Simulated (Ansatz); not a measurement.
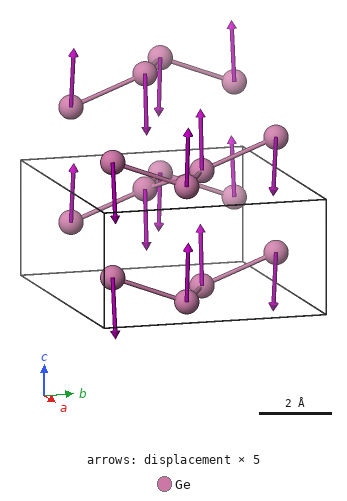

This is a relaxation of a crystal of Ge (a generated structure, set up in Pnna) (coarse preliminary run). The starting structure is drawn; purple arrows show the displacements (the part carried along by the change of the cell is left out), magnified 5 times.

The picture is a ball-and-stick view of the cell of the calculation, repeated 1 × 1 × 2 with one cell outlined, seen slightly off an axis.

The calculation used DFT PBE, scalar-relativistic, plane waves, PAW in Ansatz.

The input:
```yaml
crystal:
  lattice:
    - [7.80706264, 0.0, 0.0]
    - [0.0, 6.46219039, 0.0]
    - [0.0, 0.0, 3.26764489]
  atoms:
    - { symbol: Ge, position: [0.12006218, 0.91682611, 0.6253348] }
    - { symbol: Ge, position: [0.37993782, 0.41682611, 0.8746652] }
    - { symbol: Ge, position: [0.62006218, 0.91682611, 0.3746652] }
    - { symbol: Ge, position: [0.87993782, 0.41682611, 0.1253348] }
    - { symbol: Ge, position: [0.12006218, 0.58317389, 0.8746652] }
    - { symbol: Ge, position: [0.37993782, 0.08317389, 0.6253348] }
    - { symbol: Ge, position: [0.62006218, 0.58317389, 0.1253348] }
    - { symbol: Ge, position: [0.87993782, 0.08317389, 0.3746652] }
basis:
  ecutwfc: 420
kpoints:
  mp_grid: { grid: [2, 4, 6] }
hamiltonian:
  xc: pbe
scf:
  occupations: { method: gaussian, width: 0.1 }
  lower_state_search: "off"
output:
  forces: true
  stress: true
  eigenvalues: true
relax:
  adjacent_minimum: "off"
  f_tol: 0.04
  max_steps: 70
  cell: { stress_tol: 0.4 }
```

Command:
```bash
ansatz run input.yaml --threads 1 --pin off --max-ram 2560MiB --backend cpu --events-out ev --progress --plain --runs-dir out
```

Question: What happened in the run?

Answer: The energy falls by 384 meV per atom in 13 accepted moves (16 points after the start). The largest force component goes from 0.31 to 0.0095 eV/Å. Pressure: 13.54 GPa at the start and 0.10 GPa at the end. The line search rejected the trial step at point 10 of the run. The SCF was repeated twice at an unchanged geometry on a basis and grid sized afresh for the cell, which shifted the energy by 15.4 meV per atom at most. The largest moves relative to the cell, 0.35 Å, are those of 8 atoms (Ge1, Ge2, Ge3, Ge4 and others). Ge5 goes roughly along −c. Cell: a 7.807 → 8.455 Å (+8.3 %), b 6.462 → 8.041 Å (+24.4 %), c 3.268 → 2.763 Å (−15.5 %). Volume +13.9 %. Near-neighbour distances that change, for instance: Ge1–Ge8 3.266 → 2.740 Å, Ge1–Ge1 3.268 → 2.763 Å, Ge1–Ge8 (another image) 2.311 → 2.740 Å, Ge1–Ge5 2.305 → 2.675 Å. Bond angles that change, for instance: Ge5–Ge2–Ge7 119.9° → 111.3°, Ge6–Ge2–Ge7 124.1° → 119.4°, Ge5–Ge2–Ge6 116.0° → 120.5°. The space group (tolerance 0.01 Å) goes from Pnna (No. 52) to Cmcm (No. 63).

Limits of the set-up: the k-point mesh is coarse for a cell with partly filled bands.
